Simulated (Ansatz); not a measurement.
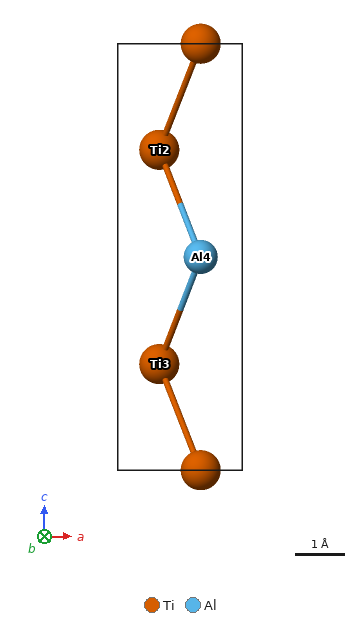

**Figure 1.** The structure (ball-and-stick view of the cell of the calculation, along the b axis; atoms are numbered from 1 in the order of the input). An atom can appear more than once, as a periodic image.

**Ti3Al: a changed input and its effect**

System: Ti3Al (4 atoms in the cell).
Method of the first run: DFT PBEsol, scalar-relativistic, plane waves, PAW, PAW set soft_1, no spin polarisation (Ansatz 0.2.0).

The structure derives from a Materials Project entry. Text and figures count atoms from 1; the logs count them from 0 in places.

### Input, the first run
```yaml
crystal:
  lattice:
    - [2.9806745821, 0.0, 0.0]
    - [-1.490337291, 2.5813399085, 0.0]
    - [0.0, 0.0, 8.8534977112]
  atoms:
    - { symbol: Ti, position: [0.6666666667, 0.3333333333, 0.0] }
    - { symbol: Ti, position: [0.3333333333, 0.6666666667, 0.7511732072] }
    - { symbol: Ti, position: [0.3333333333, 0.6666666667, 0.2488267928] }
    - { symbol: Al, position: [0.6666666667, 0.3333333333, 0.5] }
basis:
  ecutwfc: 520.0
kpoints:
  mp_grid: { grid: [18, 18, 6] }
hamiltonian:
  xc: pbesol
  pseudopotentials: { kind: paw, azcp: { folder: soft_1 } }
scf:
  occupations: { method: gaussian, width: 0.15 }
output:
  forces: true
  stress: true
  eigenvalues: true
```

Launched with:
```bash
ansatz run input.yaml --threads 2 --pin off --max-ram 4096MiB --backend cpu --events-out ev --progress --plain --runs-dir out
```

Hardware: 2 threads of Arm Neoverse N1, 98 GiB of memory available, shared host.

### Output, shortened to warnings, some set-up lines, iterations and results (the first run)
```
Warning: [file] the record states the generating functional pbe (its physics header spells it `PBE`), which answers neither for hamiltonian.xc's functional nor for the pbesol family's — results may be inconsistent (PPs are generated against a specific XC)
Warning: [file] the record states the generating functional pbe (its physics header spells it `PBE`), which answers neither for hamiltonian.xc's functional nor for the pbesol family's — results may be inconsistent (PPs are generated against a specific XC)
Basis set: ecut = 520 eV, 1833 PW (Γ), exchange–correlation on 48×48×144 points (8 copies of the dense FFT grid, shifted against one another)
Symmetry: 12 space group operations
k-points: 148 of 1944 (time reversal used)
Initial density: superposition of atomic densities (chi_scale 0.1, normalization cell, long waves kept (reshape's long-wave potential 0.04 eV rms))
[...]
SCF iter   1: F=—  HF=-7947.695307 eV  |F-HF|=—  |Δ(HF+E_count)|=         —  Δρ=5.60e-2  dr2=5.16e0  ethr=3.10e-3  ⟨swp⟩=4.9  Hψ=13057  notcnv=0
SCF iter   2: F=—  HF=-7947.004763 eV  |F-HF|=—  |Δ(HF+E_count)|=   6.91e-1  Δρ=2.59e-2  dr2=1.73e0  ethr=3.10e-3  ⟨swp⟩=2.4  Hψ=6747  notcnv=0  defer=10
SCF iter   3: F=—  HF=-7946.719585 eV  |F-HF|=—  |Δ(HF+E_count)|=   2.85e-1  Δρ=6.53e-3  dr2=1.47e-1  ethr=3.10e-3  ⟨swp⟩=2.0  Hψ=5012  notcnv=0  defer=10
SCF iter   4: F=—  HF=-7946.694088 eV  |F-HF|=—  |Δ(HF+E_count)|=   2.55e-2  Δρ=1.33e-3  dr2=3.75e-3  ethr=3.78e-4  ⟨swp⟩=1.6  Hψ=4945  notcnv=0  defer=7
SCF iter   5: F=—  HF=-7946.693884 eV  |F-HF|=—  |Δ(HF+E_count)|=   2.04e-4  Δρ=4.00e-4  dr2=2.73e-4  ethr=9.61e-6  ⟨swp⟩=2.0  Hψ=4639  notcnv=0  defer=7
SCF iter   6: F=—  HF=-7946.693851 eV  |F-HF|=—  |Δ(HF+E_count)|=   3.27e-5  Δρ=1.01e-4  dr2=1.03e-5  ethr=7.01e-7  ⟨swp⟩=1.4  Hψ=3700  notcnv=0  defer=7
SCF iter   7: F=—  HF=-7946.693864 eV  |F-HF|=—  |Δ(HF+E_count)|=   1.28e-5  Δρ=2.30e-5  dr2=4.90e-7  ethr=2.64e-8  ⟨swp⟩=2.0  Hψ=4603  notcnv=0  defer=7
SCF iter   8: F=-7946.693864 eV  HF=-7946.693864 eV  |F-HF|=3.29e-8  |Δ(HF+E_count)|=   8.32e-8  Δρ=4.85e-6  dr2=3.76e-8  ethr=2.56e-10  ⟨swp⟩=5.5  Hψ=14692  notcnv=0
SCF 1 converged in 8 iterations: F = -7946.693864 eV  dr2 = 3.76e-8
SCF converged after 8 iterations
Free energy (F): -7946.693864 eV
Harris-Foulkes:  -7946.693864 eV  (|F-HF|=3.29e-8)
Internal energy: -7946.653621 eV  (E = F + TS)
E sigma→0 (E₀):  -7946.673743 eV
Entropy (-TS):   -0.040243 eV (-10.061 meV/atom)
Fermi energy:    11.666158 eV
--- Per-component energies (eV) ---
  E_band       = -502.242512
  E_kinetic    = 864.168159
  E_local      = -3627.312701  (includes V_loc(G=0)·N_el)
  E_nonlocal   = 195.738225
  E_hartree    = 1526.283659
  E_xc         = -382.769940
  E_vxc        = -463.765281  (∫ρ·V_xc dr)
  E_paw        = -3508.259521  (= ΣΔE_a)
  E_vpaw       = -523.634374  (= ΣTr[D̂ρ^β])
  E_aug_tail   = -0.000081  (compensation charges beyond the density's cutoff)
  E_ewald      = -3014.938714
  E_core_change = 0.437293  (= ΣΔE_core)
  E_smearing   = -0.040243  (= −TS)
  E_closure    = -0.000000  (closes the sum)
  Σ components = -7946.693864   (vs F -7946.693864, Δ=0.00e0)
--- Forces (eV/Å), atoms counted from 1 ---
  atom   1  Ti    -0.00000000     0.00000000     0.00000000
  atom   2  Ti     0.00000000    -0.00000000     0.09419582
  atom   3  Ti     0.00000000    -0.00000000    -0.09419582
  atom   4  Al     0.00000000     0.00000000     0.00000000
  max |Σ_I F_I| component: 1.60e-16 eV/Å
--- Stress (GPa, compression-positive) ---
       -5.415597       0.000000       0.000000
        0.000000      -5.415597       0.000000
        0.000000       0.000000       3.888613
  P = ⅓ Tr σ = -2.3142 GPa (-23.142 kbar)
```

For the second run the input was changed thus:
```diff
-    - [2.9806745821, 0.0, 0.0]
-    - [-1.490337291, 2.5813399085, 0.0]
-    - [0.0, 0.0, 8.8534977112]
+    - [2.8870738295, 0.0, 0.0]
+    - [-1.4435369147, 2.500279279, 0.0]
+    - [0.0, 0.0, 9.6818020873]
```

How does the second run compare with the first run?

With the same functional and potentials, the second run lies 12.5 meV per atom higher. The pressure goes from −2.31 to −5.66 GPa. The volume per atom goes from 17.03 to 17.47 Å³. The SCF takes 9 iterations against 8. The plane waves at Γ go from 1833 to 1933. On the same kind of shared host the second run took about 1.5 times as long.

### Output, shortened to warnings, some set-up lines, iterations and results (the second run)
```
Warning: [file] the record states the generating functional pbe (its physics header spells it `PBE`), which answers neither for hamiltonian.xc's functional nor for the pbesol family's — results may be inconsistent (PPs are generated against a specific XC)
Warning: [file] the record states the generating functional pbe (its physics header spells it `PBE`), which answers neither for hamiltonian.xc's functional nor for the pbesol family's — results may be inconsistent (PPs are generated against a specific XC)
Basis set: ecut = 520 eV, 1933 PW (Γ), exchange–correlation on 48×48×150 points (8 copies of the dense FFT grid, shifted against one another)
Symmetry: 12 space group operations
k-points: 148 of 1944 (time reversal used)
Initial density: superposition of atomic densities (chi_scale 0.1, normalization cell, long waves kept (reshape's long-wave potential 0.06 eV rms))
[...]
SCF iter   1: F=—  HF=-7947.707862 eV  |F-HF|=—  |Δ(HF+E_count)|=         —  Δρ=5.38e-2  dr2=6.97e0  ethr=3.10e-3  ⟨swp⟩=4.5  Hψ=12930  notcnv=0
SCF iter   2: F=—  HF=-7947.278580 eV  |F-HF|=—  |Δ(HF+E_count)|=   4.29e-1  Δρ=5.30e-2  dr2=1.31e1  ethr=3.10e-3  ⟨swp⟩=2.4  Hψ=8015  notcnv=0  defer=6
SCF iter   3: F=—  HF=-7947.107202 eV  |F-HF|=—  |Δ(HF+E_count)|=   1.71e-1  Δρ=2.55e-2  dr2=4.06e0  ethr=3.10e-3  ⟨swp⟩=3.8  Hψ=8166  notcnv=0
SCF iter   4: F=—  HF=-7946.662074 eV  |F-HF|=—  |Δ(HF+E_count)|=   4.45e-1  Δρ=1.01e-2  dr2=8.12e-2  ethr=3.10e-3  ⟨swp⟩=2.7  Hψ=6376  notcnv=0  defer=14
SCF iter   5: F=—  HF=-7946.647375 eV  |F-HF|=—  |Δ(HF+E_count)|=   1.47e-2  Δρ=4.61e-3  dr2=1.79e-2  ethr=2.08e-4  ⟨swp⟩=2.0  Hψ=5073  notcnv=0  defer=9
SCF iter   6: F=—  HF=-7946.643832 eV  |F-HF|=—  |Δ(HF+E_count)|=   3.54e-3  Δρ=8.90e-4  dr2=7.01e-4  ethr=4.59e-5  ⟨swp⟩=2.1  Hψ=4273  notcnv=0  defer=9
SCF iter   7: F=—  HF=-7946.643719 eV  |F-HF|=—  |Δ(HF+E_count)|=   1.13e-4  Δρ=1.84e-4  dr2=5.68e-5  ethr=1.80e-6  ⟨swp⟩=2.1  Hψ=4476  notcnv=0  defer=9
SCF iter   8: F=—  HF=-7946.643719 eV  |F-HF|=—  |Δ(HF+E_count)|=   3.31e-7  Δρ=3.89e-5  dr2=1.06e-6  ethr=1.46e-7  ⟨swp⟩=1.6  Hψ=3942  notcnv=0  defer=9
SCF iter   9: F=-7946.643718 eV  HF=-7946.643718 eV  |F-HF|=2.23e-8  |Δ(HF+E_count)|=   1.83e-7  Δρ=6.72e-6  dr2=3.10e-8  ethr=2.56e-10  ⟨swp⟩=3.4  Hψ=13583  notcnv=0
SCF 1 converged in 9 iterations: F = -7946.643718 eV  dr2 = 3.10e-8
SCF converged after 9 iterations
Free energy (F): -7946.643718 eV
Harris-Foulkes:  -7946.643718 eV  (|F-HF|=2.23e-8)
Internal energy: -7946.593916 eV  (E = F + TS)
E sigma→0 (E₀):  -7946.618817 eV
Entropy (-TS):   -0.049802 eV (-12.451 meV/atom)
Fermi energy:    11.370631 eV
--- Per-component energies (eV) ---
  E_band       = -514.434124
  E_kinetic    = 862.294486
  E_local      = -3840.783838  (includes V_loc(G=0)·N_el)
  E_nonlocal   = 195.357263
  E_hartree    = 1627.246486
  E_xc         = -381.855637
  E_vxc        = -462.570082  (∫ρ·V_xc dr)
  E_paw        = -3507.965879  (= ΣΔE_a)
  E_vpaw       = -523.232482  (= ΣTr[D̂ρ^β])
  E_aug_tail   = -0.000085  (compensation charges beyond the density's cutoff)
  E_ewald      = -2901.324004
  E_core_change = 0.437293  (= ΣΔE_core)
  E_smearing   = -0.049802  (= −TS)
  E_closure    = -0.000000  (closes the sum)
  Σ components = -7946.643718   (vs F -7946.643718, Δ=0.00e0)
--- Forces (eV/Å), atoms counted from 1 ---
  atom   1  Ti    -0.00000000     0.00000000     0.00000000
  atom   2  Ti     0.00000000    -0.00000000    -0.10566494
  atom   3  Ti     0.00000000    -0.00000000     0.10566494
  atom   4  Al     0.00000000    -0.00000000     0.00000000
  max |Σ_I F_I| component: 6.94e-17 eV/Å
--- Stress (GPa, compression-positive) ---
       -2.864050       0.000000       0.000000
        0.000000      -2.864050       0.000000
        0.000000       0.000000     -11.254507
  P = ⅓ Tr σ = -5.6609 GPa (-56.609 kbar)
```

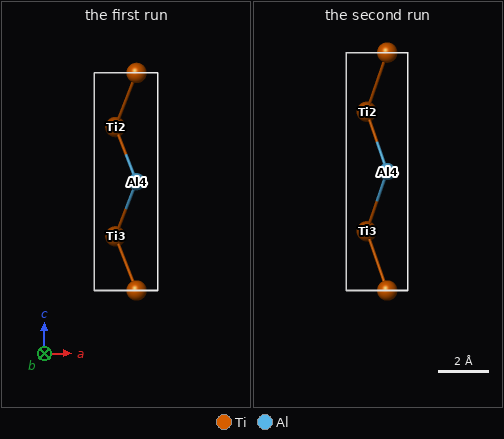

**Figure 2.** The two input geometries at one scale (ball-and-stick view of the cell of the calculation, along the b axis). The atoms keep their places relative to the cell (all moves are under 0.005 Å). The volume changes by +2.6 %, with a = b 2.981 → 2.887 Å (−3.1 %), c 8.853 → 9.682 Å (+9.4 %). Among the contacts that change: Al–Ti 2.812 → 2.948 Å, Ti–Ti 2.795 → 2.930 Å, Ti–Ti 2.981 → 2.887 Å, Al–Al 2.981 → 2.887 Å.

### The two runs side by side

```csv
quantity,the first run,the second run
outcome,converged,converged
free energy per atom (eV),−1986.6735,−1986.6609
"energy per atom, smearing taken to zero (eV)",−1986.6684,−1986.6547
gap on the mesh (eV),0.00,0.00
pressure (GPa),−2.31,−5.66
volume per atom (Å³),17.03,17.47
largest force (eV/Å),0.094,0.106
SCF iterations,8,9
irreducible k-points,148,148
plane waves at Γ,1833,1933
wall time (shared host),24 s,35 s
```

For both runs: Warnings: the PAW datasets were made with another functional.
